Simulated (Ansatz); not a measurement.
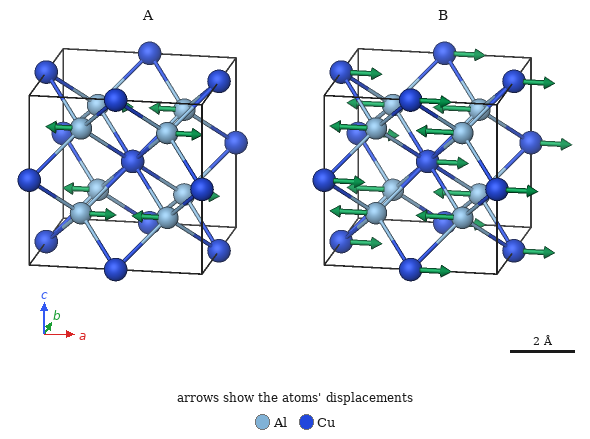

Modes of crystalline Al₂Cu relaxed at 8 GPa, space group Fm-3m (No. 225), at the zone centre (one member of each degenerate set). The green arrows are the displacements of the atoms (eigenvector over the root of the mass), of arbitrary overall length and sign. Style: ball-and-stick. Shown: the conventional cell (4 times the calculation's cell), slightly off an axis. Lengths and directions refer to the drawn axes.

All numbers below come from DFT LDA, scalar-relativistic, plane waves, PAW in Ansatz.

The frequencies depend somewhat on the k-mesh and the smearing.

**Give the symmetry species and the selection rules of each.**

A is T₂g, Raman-active by symmetry (330 cm⁻¹). B is T₁u, infrared-active by symmetry (302 cm⁻¹). The crystal has a centre of inversion, so no mode is both. In a metal the free carriers screen the infrared response.
